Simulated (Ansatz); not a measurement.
Single-point calculation, with input and output: AlNi3 (charge −0.2)

- system: AlNi3 (Fm-3m, 4 atoms in the cell, total charge −0.2)
- method: DFT PBEsol, scalar-relativistic, plane waves, PAW, no spin polarisation (Ansatz 0.2.0)

The structure derives from a Materials Project entry. Figures and captions count atoms from 1; the log counts them from 0 in places.

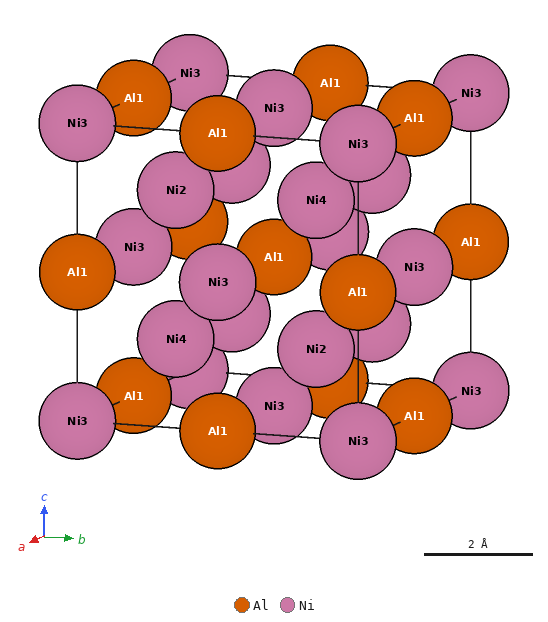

**Figure 1.** The structure as given in the input (spheres-only view of the cell 4 times as large as that of the calculation, set on its symmetry axes, seen slightly off an axis; atoms are numbered from 1 in the order of the input).

## Results in brief

| quantity | value |
| --- | --- |
| outcome | converged |
| space group (tolerance 0.01 Å) | Fm-3m (225) |
| electrons treated | 57.200 |
| free energy | −17937.7346 eV |
| Fermi energy | 16.441 eV |
| gap on the k-point mesh | none (metallic) |
| pressure | −4.83 GPa |
| largest force (length of the vector) | under 0.001 eV/Å |
| hardware | 1 thread of Arm Neoverse V1, 24 GiB of memory available, shared host |
| wall time | 34 s |
| peak memory | 0.36 GiB |

## Remarks

The run has no spin polarisation, so a magnetic state may lie lower.

## Input
```yaml
crystal:
  lattice:
    - [0.0, 2.8018887551, 2.8018887551]
    - [2.8018887551, 0.0, 2.8018887551]
    - [2.8018887551, 2.8018887551, 0.0]
  atoms:
    - { symbol: Al, position: [0.5, 0.5, 0.5] }
    - { symbol: Ni, position: [0.25, 0.25, 0.25] }
    - { symbol: Ni, position: [0.0, 0.0, 0.0] }
    - { symbol: Ni, position: [0.75, 0.75, 0.75] }
total_charge: -0.2
basis:
  ecutwfc: 500
  fft_grid_basis: typed
kpoints:
  mp_grid: { grid: [10, 10, 10] }
hamiltonian:
  xc: pbesol
scf:
  occupations: { method: gaussian, width: 0.05 }
output:
  forces: true
  stress: true
  eigenvalues: true
  bader: true
  write_density: true
  volumetric_format: npy
```

Launch command:
```bash
ansatz run input.yaml --threads 1 --pin off --max-ram 2560MiB --backend cpu --events-out ev --progress --plain --runs-dir out
```

## Output
```
Engine: ansatz 0.2.0, aarch64-unknown-linux-gnu
Pseudopotentials: kind: paw
Pseudopotential: Al, paw, valence charge 3, recommended cutoff 420 eV (normal), Al.paw.azcp
Pseudopotential: Ni, paw, valence charge 18, recommended cutoff 420 eV (normal), Ni.paw.azcp
Functional definition: PBEsol
  exchange = pbesol_x
  correlation = pbesol_c
Crystal: 4 atoms, lattice volume = 43.993 Å³
Basis set: ecut = 500 eV, 1139 PW (Γ), exchange–correlation on 60×60×60 points (8 copies of the dense FFT grid, shifted against one another)
Bands: 35, of which v1, the nominal top of the filled ones, is band 29 counted from 1 (28 counted from 0)
Symmetry: 48 space group operations
Space group: Fm-3m (ITA 225), of the structure as read, at distance tolerance 3.5e-5 Å
k-points: 47 of 1000
Non-local potential: Al, projectors of the file, l = 0: 2, l = 1: 2, l = 2: 1
Non-local potential: Ni, projectors of the file, l = 0: 3, l = 1: 2, l = 2: 3, l = 3: 1
PAW form: soft (Blöchl's): semilocal exchange-correlation on the pseudo side does not see the compensation charge
PAW frozen core: Al, regenerated for the run's functional, and the local potential with it (the file was generated under x = pbe(κ = 0.804, μ = 0.2195149727645171), c = pbe(β = 0.06672455060314922))
PAW frozen core: Ni, regenerated for the run's functional, and the local potential with it (the file was generated under x = pbe(κ = 0.804, μ = 0.2195149727645171), c = pbe(β = 0.06672455060314922))
PAW one-centre angular grid: Al, 110 points (default); XC on 64 Gauss nodes
PAW one-centre angular grid: Ni, 590 points (default); XC on 64 Gauss nodes
Initial density: superposition of atomic densities (neutral atoms scaled as one to the charged cell's electrons: chi_scale 0, normalization atom), corrected by the library's trained network
Initial wavefunctions: pseudopotential atomic-orbital guess
Functional: x = pbesol(κ = 0.804, μ = 0.12345679012345678), c = pbesol(β = 0.046)
SCF iter   1: F=—  HF=-17938.184361 eV  |F-HF|=—  |Δ(HF+E_count)|=         —  Δρ=1.02e-1  dr2=2.87e0  ethr=1.77e-3  ⟨swp⟩=5.8  Hψ=5976  notcnv=0
preconditioner: auto → Kerker (q_TF=auto, 2.850 Å⁻¹)  [metal: Δε(μ)=0.010 eV  Ē_g=7.380 eV  σ=0.050 eV  W_gap=0.11  n_scr=14 (ndim 8)  ℏωp=32.3 eV  f_vac=0.002  D(μ)=2.99/eV (n_scr^D=26)]
SCF iter   2: F=—  HF=-17937.775799 eV  |F-HF|=—  |Δ(HF+E_count)|=   4.09e-1  Δρ=2.55e-2  dr2=2.42e-1  ethr=1.77e-3  ⟨swp⟩=3.0  Hψ=2928  notcnv=0  defer=61
SCF iter   3: F=—  HF=-17937.734980 eV  |F-HF|=—  |Δ(HF+E_count)|=   4.08e-2  Δρ=6.40e-3  dr2=2.42e-2  ethr=4.24e-4  ⟨swp⟩=2.0  Hψ=2012  notcnv=0  defer=62
SCF iter   4: F=—  HF=-17937.734658 eV  |F-HF|=—  |Δ(HF+E_count)|=   3.22e-4  Δρ=2.31e-3  dr2=2.10e-3  ethr=4.23e-5  ⟨swp⟩=2.2  Hψ=3202  notcnv=0  defer=62
SCF iter   5: F=—  HF=-17937.734670 eV  |F-HF|=—  |Δ(HF+E_count)|=   1.24e-5  Δρ=8.18e-4  dr2=3.92e-4  ethr=3.68e-6  ⟨swp⟩=2.6  Hψ=2801  notcnv=0  defer=62
SCF iter   6: F=—  HF=-17937.734567 eV  |F-HF|=—  |Δ(HF+E_count)|=   1.04e-4  Δρ=2.55e-4  dr2=1.86e-5  ethr=6.85e-7  ⟨swp⟩=2.0  Hψ=1929  notcnv=0  defer=63
SCF iter   7: F=—  HF=-17937.734559 eV  |F-HF|=—  |Δ(HF+E_count)|=   7.68e-6  Δρ=9.55e-5  dr2=2.85e-6  ethr=3.25e-8  ⟨swp⟩=2.1  Hψ=2623  notcnv=0  defer=63
SCF iter   8: F=—  HF=-17937.734559 eV  |F-HF|=—  |Δ(HF+E_count)|=   3.73e-7  Δρ=2.48e-5  dr2=2.01e-7  ethr=4.98e-9  ⟨swp⟩=1.8  Hψ=1880  notcnv=0  defer=63
SCF iter   9: F=-17937.734559 eV  HF=-17937.734559 eV  |F-HF|=1.13e-9  |Δ(HF+E_count)|=   4.10e-8  Δρ=2.80e-6  dr2=2.35e-9  ethr=1.75e-10  ⟨swp⟩=9.5  Hψ=7632  notcnv=0
SCF 1 converged in 9 iterations: F = -17937.734559 eV  dr2 = 2.35e-9
  greatest PAW one-centre occupation: 1.001 electrons in one spin orbital (limit 2), on the Ni atom at site 3 (counted from 0), in its partial waves of l = 1
SCF converged after 9 iterations
Free energy (F): -17937.734559 eV
Harris-Foulkes:  -17937.734559 eV  (|F-HF|=1.13e-9)
Internal energy: -17937.731262 eV  (E = F + TS)
E sigma→0 (E₀):  -17937.732910 eV
Entropy (-TS):   -0.003297 eV (-0.824 meV/atom)
Fermi energy:    16.441244 eV
--- Per-component energies (eV) ---
  E_band       = -898.967989
  E_kinetic    = 885.044070
  E_local      = -11864.046580  (includes V_loc(G=0)·N_el)
  E_nonlocal   = 1930.108109
  E_hartree    = 5052.378444
  E_xc         = -297.559498
  E_vxc        = -363.312100  (∫ρ·V_xc dr)
  E_paw        = -5249.132377  (= ΣΔE_a)
  E_vpaw       = -1591.515925  (= ΣTr[D̂ρ^β])
  E_aug_tail   = 0.000676  (compensation charges beyond the density's cutoff)
  E_ewald      = -8395.135113
  E_core_change = 0.611006  (= ΣΔE_core)
  E_smearing   = -0.003297  (= −TS)
  E_closure    = -0.000000  (closes the sum)
  E_deformation_potential = -5.220323  (in the stress; not in F)
  Σ components = -17937.734559   (vs F -17937.734559, Δ=0.00e0)
--- Forces (eV/Å), atoms counted from 1 ---
  atom   1  Al    -0.00000000    -0.00000000    -0.00000000
  atom   2  Ni     0.00000000     0.00000000     0.00000000
  atom   3  Ni    -0.00000000     0.00000000    -0.00000000
  atom   4  Ni     0.00000000     0.00000000    -0.00000000
  max |Σ_I F_I| component: 7.40e-17 eV/Å
--- Stress (GPa, compression-positive) ---
       -4.825253       0.000000       0.000000
       -0.000000      -4.825253      -0.000000
       -0.000000       0.000000      -4.825253
  P = ⅓ Tr σ = -4.8253 GPa (-48.253 kbar)
--- Band table (eV; the first three rows and the last of 47) ---
  k-point 0: bands = ["-86.3330", "-86.3243", "-86.0856", "-46.9055", "-46.9055", "-46.9055", "-46.8932", "-46.8932", "-46.8932", "-46.6356", "-46.6356", "-46.6356", "5.9830", "12.6955", "12.6955", "12.8082", "12.8082", "12.8082", "13.9353", "13.9353", "13.9353", "15.4435", "15.4435", "15.4435", "15.8106", "15.8106", "15.8561", "15.8561", "21.6979", "21.6979", "21.6979", "22.1864", "22.1864", "22.1864", "23.3669"]
  k-point 1: bands = ["-86.3327", "-86.3245", "-86.0858", "-46.9085", "-46.9061", "-46.9061", "-46.8930", "-46.8930", "-46.8897", "-46.6362", "-46.6352", "-46.6352", "6.1320", "12.6363", "12.6363", "12.7223", "12.9477", "12.9477", "13.9057", "13.9191", "13.9191", "15.3099", "15.3529", "15.3529", "15.8363", "15.8363", "15.8513", "15.8513", "20.1868", "21.2887", "21.2887", "22.4240", "22.6018", "22.6018", "23.9561"]
  k-point 2: bands = ["-86.3318", "-86.3249", "-86.0862", "-46.9116", "-46.9075", "-46.9075", "-46.8927", "-46.8927", "-46.8855", "-46.6376", "-46.6341", "-46.6341", "6.5731", "12.4350", "12.6204", "12.6204", "13.1829", "13.1829", "13.7388", "13.8819", "13.8819", "15.0531", "15.1458", "15.1458", "15.8017", "15.8017", "15.8976", "15.8976", "18.4942", "20.8666", "20.8666", "22.1934", "22.5489", "22.5489", "24.3293"]
  k-point 46: bands = ["-86.3279", "-86.3272", "-86.0878", "-46.9326", "-46.9133", "-46.9099", "-46.8965", "-46.8756", "-46.8747", "-46.6411", "-46.6340", "-46.6270", "10.1755", "10.9864", "11.5886", "11.9596", "13.5893", "13.7126", "13.8656", "13.9482", "14.2070", "14.3761", "14.8401", "14.9608", "15.6629", "15.6940", "15.8222", "15.8763", "16.2433", "16.2952", "16.3446", "22.7814", "22.9670", "24.9891", "25.0370"]
--- Bader charges: 4 sites ---
  site symbol  charge [e]  shift [e]
     0     Al      1.8198     0.0012
     1     Ni     -0.8747     0.0002
     2     Ni     -0.2705     0.0017
     3     Ni     -0.8746     0.0002
  estimated error of the sums over rays = 4.0e-4 e
```

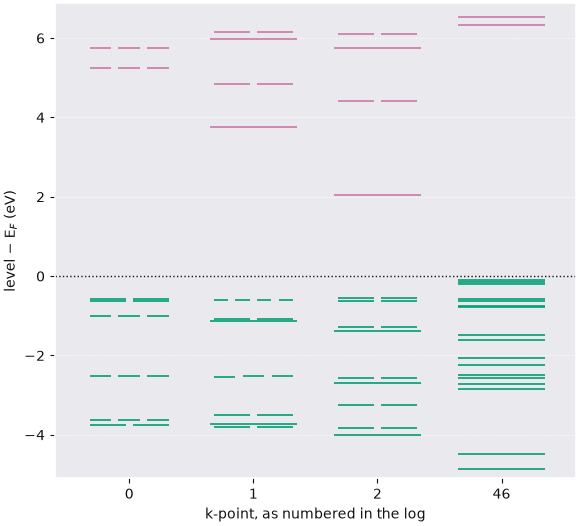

**Figure 2.** Kohn–Sham levels near the Fermi level (dotted) at the few k-points that the log prints; levels within 0.02 eV of each other stand side by side. The system is metallic on the full mesh.
